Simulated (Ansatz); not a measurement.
System: TaN.

Input

```
crystal:
  lattice:
    - [2.9519313207, 0.0, 0.0]
    - [-1.4759656604, 2.5564475139, 0.0]
    - [0.0, 0.0, 5.956702212]
  atoms:
    - { symbol: Ta, position: [0.3333333333, 0.6666666667, 0.0301041378] }
    - { symbol: Ta, position: [0.6666666667, 0.3333333333, 0.5301041378] }
    - { symbol: "N", position: [0.3333333333, 0.6666666667, 0.3548958622] }
    - { symbol: "N", position: [0.6666666667, 0.3333333333, 0.8548958622] }
basis:
  ecutwfc: 520.0
kpoints:
  mp_grid: { grid: [18, 18, 8] }
hamiltonian:
  xc: pbesol
  pseudopotentials: { kind: paw, azcp: { folder: soft_1 } }
scf:
  occupations: { method: gaussian, width: 0.15 }
output:
  forces: true
  stress: true
  eigenvalues: true
  write_density: true
  write_potential: true
  elf: true
  volumetric_format: npy
```

Command:

```sh
ansatz run input.yaml --threads 2 --pin off --max-ram 4096MiB --backend cpu --events-out ev --progress --plain --runs-dir out
```

Below, planes, directions and counts refer to the conventional cell (a = 2.95 Å, b = 2.95 Å, c = 5.96 Å, α = 90.00°, β = 90.00°, γ = 120.00°).

Space group P6₃mc; a point of a scan over the structure, not its minimum; not relaxed (largest force 1.1 eV/Å); computed pressure about 43 GPa in this cell; PAW files of the earlier set (soft_1).

These are results of DFT PBEsol, scalar-relativistic, plane waves, PAW in Ansatz 0.2.0, not measurements.

**Predict the valence pseudo-density and electron localisation function between the atoms.**

Ta–N (1.93 Å): ρ at the midpoint is about 1.1 e/Å³; the ELF peaks at about 0.85 in the valence shell of N, 0.6 Å from its nucleus, and drops to about 0.35 between the two atoms.
Ta–N (2.00 Å): the density is about 0.92 e/Å³ at the midpoint; the ELF peaks at about 0.80 in the valence shell of N, 0.6 Å from its nucleus, and drops to about 0.30 between the two atoms (no localised pair shows between them).
The ELF has a maximum of about 0.70 in the space between the atoms, on no atom or two-centre bond.

**Does the calculation make it a metal, or give it a gap?**

It is metallic or semimetallic at this level of theory: no gap opens; semilocal functionals without U, or without the true magnetic order, often close the gap of such compounds.

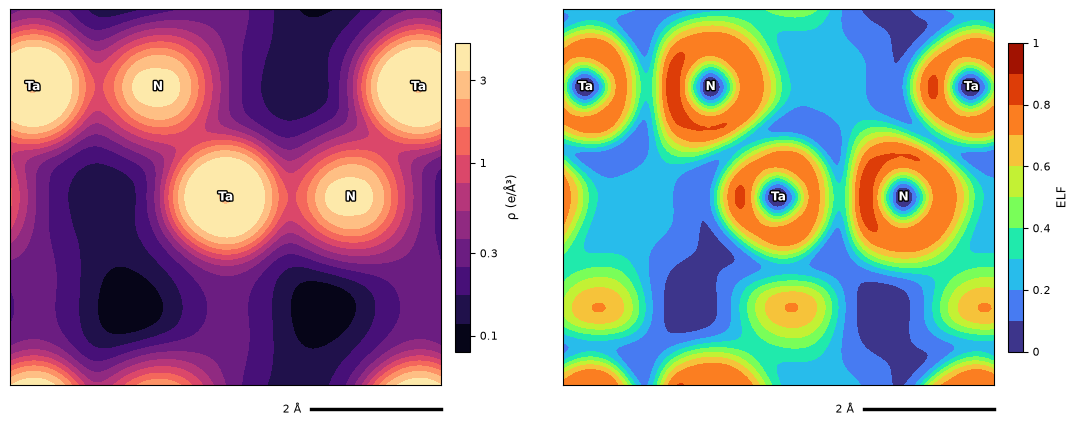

Computed valence pseudo-density and electron localisation function on the (110) plane of the conventional cell, in this order. 
